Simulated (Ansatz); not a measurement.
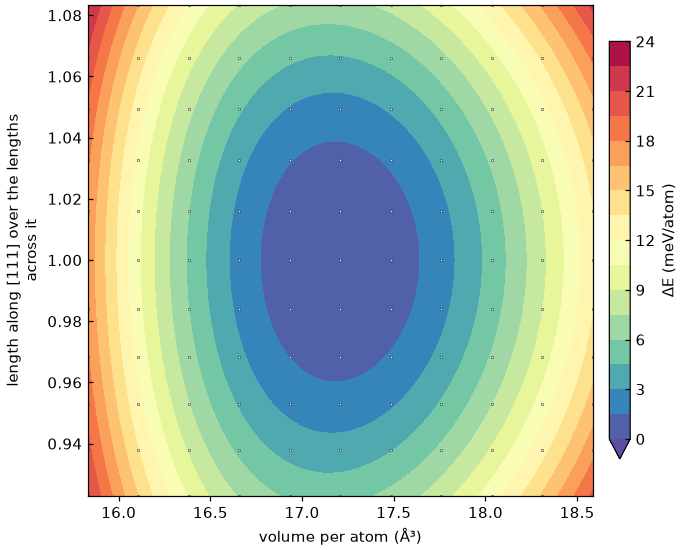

KF (Fm-3m, No. 225; 2 atoms in the cell). 
- The energy is mapped over volume and the cell's shape.
- Coordinates scanned: (1) volume per atom; (2) length along [111] over the lengths across it, relative to the cubic cell.
- Nothing is relaxed (symmetry fixes all fractional coordinates).
- The grid has 11 × 11 points.
- Points are written as (first, second).
- Energies: meV/atom, counted from the lowest grid point.
- These are results of DFT LDA, scalar-relativistic, plane waves, PAW (Ansatz), not measurements. Settings: cutoff 520 eV, k-mesh 8×8×8, gaussian smearing 0.05 eV, no spin polarisation.

Drawn: filled contours, dots at the grid points. Between grid points the surface is interpolated.

The lowest grid point is at (17.208 Å³, 1.000). No other kind of well shows on this grid. The highest grid point, (15.831 Å³, 1.083), lies 22.8 meV/atom above the lowest. Round the minimum the two coordinates are nearly uncoupled. The gap on the k-mesh is 6.4 eV at the lowest point and runs from 5.9 to 6.9 eV over the map.

The level of theory is changed to Ansatz 0.2.0, DFT PBE, scalar-relativistic, plane waves, PAW; with it change the cell, relaxed at the new level (first cell vector 3.833 Å, before 3.651 Å); the new grid has 11 × 11 points.

Q: What does this change do to the map?

A: The minimum (interpolated where it lies between grid points) moves from (17.208 Å³, 1.000) to (19.914 Å³, 1.000). The curvature at the minimum changes from about 0.032 to 0.018 eV/(Å³)² along volume per atom and from about 3.9 to 4.5 eV per unit squared along the second coordinate (per cell). In the new map: the gap on the k-mesh is 6.0 eV at the lowest point and runs from 5.5 to 6.4 eV over the map.

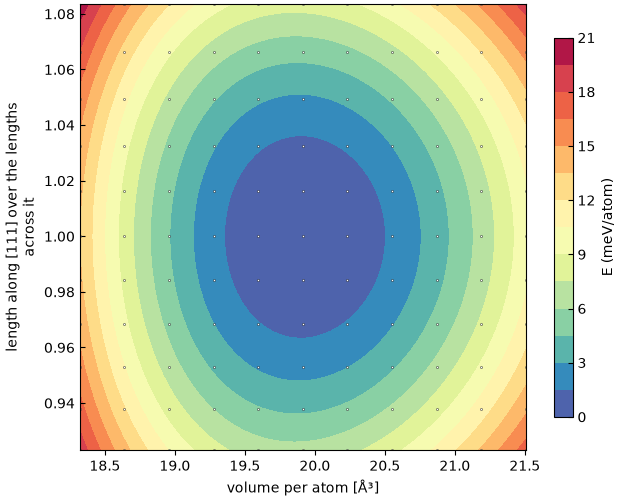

The map after the change, on a colour scale of its own. The picture shows filled contours, dots at the grid points. Between grid points the surface is interpolated.
